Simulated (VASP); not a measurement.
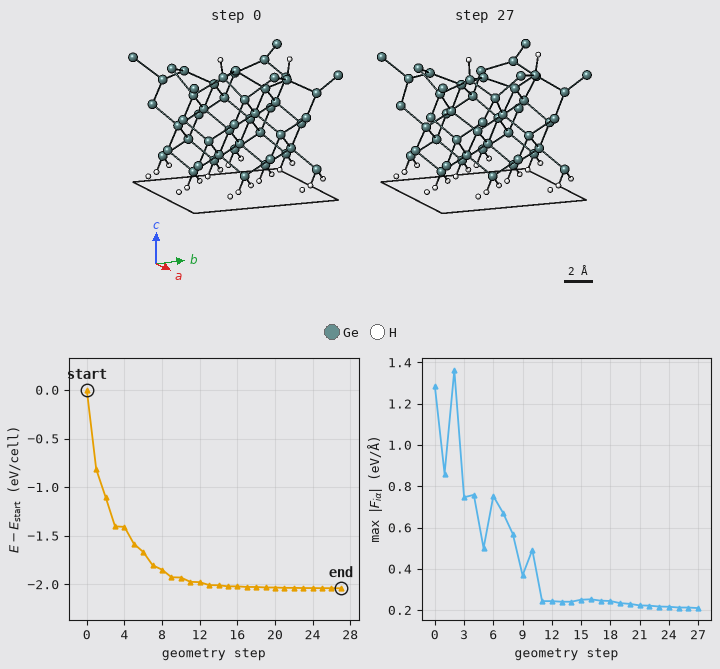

First and last geometry of a relaxation of a slab of composition Ge₈H₃, with the history of the run. A ball-and-stick model of the cell of the calculation, outlined in the plane, without the vacuum (origin shifted), seen slightly off an axis.

The run lets the atoms move in a fixed cell. 24 atoms are held fixed.

Theory: Kohn-Sham DFT of a periodic cell, PBE with D3(BJ), VASP PAW PBE potentials, recommended in VASP.

Input file:
```
PREC     = Accurate       # precision mode
ENCUT    = 400            # plane-wave cutoff, eV
EDIFF    = 1E-6           # SCF threshold, eV
ISMEAR   = 0              # smearing method
SIGMA    = 0.05           # smearing width, eV
LREAL    = Auto         
LASPH    = T              # aspherical terms in the spheres
NELM     = 100            # most SCF steps
ALGO     = Fast           # electronic algorithm
ISIF     = 2              # what is computed and relaxed
LWAVE    = F              # write WAVECAR
LCHARG   = F              # write CHGCAR
GGA      = PE             # functional
IVDW     = 12             # dispersion correction
IBRION   = 2              # ionic algorithm
NSW      = 120            # ionic steps
EDIFFG   = -0.03          # ionic threshold
ISYM     = 0            
NCORE    = 4
```

Launched with:
```bash
cat potpaw_PBE.64/Ge_d/POTCAR potpaw_PBE.64/H/POTCAR > POTCAR
mpirun -np 8 vasp_gam > vasp.out
```

**Did the run converge, and what did it change?**

It converged. Over 27 geometry steps the energy falls by 2.039 eV per cell of the calculation. The largest force component goes from 1.3 to 0.21 eV/Å. A Ge atom moves most: 0.49 Å at 14° to the normal (−c side). Largest moves by element: Ge 0.49 Å, H 0.35 Å. The cell doesn't change. Among the contacts that change: Ge–Ge 2.708 → 2.507 Å, Ge–Ge 2.708 → 2.532 Å, Ge–Ge 2.505 → 2.625 Å, Ge–Ge 2.450 → 2.567 Å. Bond angles that change, for instance: Ge–Ge–Ge 105.0° → 121.9°, Ge–Ge–H 95.1° → 110.3°, Ge–Ge–Ge 105.0° → 119.6°. It ran on 8 threads of Intel(R) Xeon(R) 6975P-C (Granite Rapids) (shared host).

```tsv
step	E − E(0), meV/atom	largest force component, eV/Å
0	0.00	1.2871
1	-12.35	0.8611
2	-16.70	1.3626
3	-21.26	0.7466
4	-21.33	0.7586
5	-23.97	0.5004
6	-25.25	0.7525
7	-27.32	0.6711
8	-28.01	0.5689
9	-29.19	0.3686
10	-29.23	0.4917
11	-29.90	0.2436
12	-29.95	0.2436
13	-30.41	0.2407
14	-30.43	0.2407
15	-30.60	0.2504
16	-30.61	0.2525
17	-30.70	0.2459
18	-30.70	0.2443
19	-30.78	0.2338
20	-30.79	0.2304
21	-30.84	0.2229
22	-30.84	0.2217
23	-30.87	0.2174
24	-30.87	0.2163
25	-30.89	0.2127
26	-30.89	0.2125
27	-30.90	0.2099
```
